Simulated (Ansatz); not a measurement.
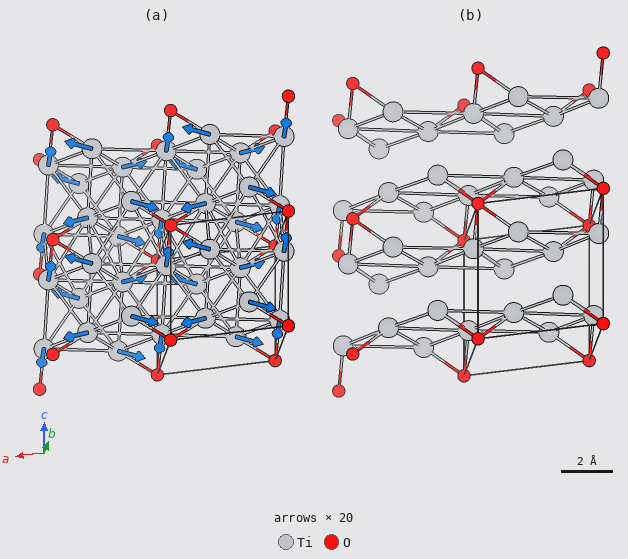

The structure of crystalline Ti6O (set up in P-31m) (coarse preliminary run) before (left) and after (right) a relaxation, at one scale. The blue arrows give the displacements (the part carried along by the change of the cell is left out), magnified 20 times.

Style: ball-and-stick. Shown: the cell of the calculation, repeated 2 × 1 × 2 with one cell outlined, from a free direction.

All numbers below come from DFT r2SCAN+U, scalar-relativistic, plane waves, PAW (Ansatz 0.2.0). Settings: plane-wave cutoff 500 eV; k-point mesh 6 × 6 × 4; occupations gaussian; smearing width 0.1 eV; U Ti 4.0 eV; collinear spin; cell and atoms relaxed; force threshold 0.05 eV/Å; at most 80 steps.

> What changed between the two?

The run was cut off at its time limit before the relaxation converged, so the last structure is only a point on the way. After 7 geometry steps the energy has fallen by 1.174 eV per cell of the calculation. The largest force component goes from 0.39 to 0.026 eV/Å. Pressure: 15.38 GPa at the start and −0.47 GPa at the end. The largest moves relative to the cell, 0.065 Å, are those of Ti atoms. O stays in place. The drawn cell changes as follows: a = b 5.130 → 5.454 Å (+6.3 %), c 4.740 → 5.586 Å (+17.8 %); the volume changes by +33.2 %. Near-neighbour distances that change, for instance: Ti–Ti 2.925 → 3.440 Å, Ti–Ti 2.925 → 3.365 Å, Ti–Ti 2.921 → 3.337 Å, Ti–Ti 2.921 → 3.260 Å. Bond angles that change, for instance: Ti–O–Ti 90.7° → 86.0°, Ti–O–Ti 89.3° → 94.0°. The space group stays P-31m (No. 162).
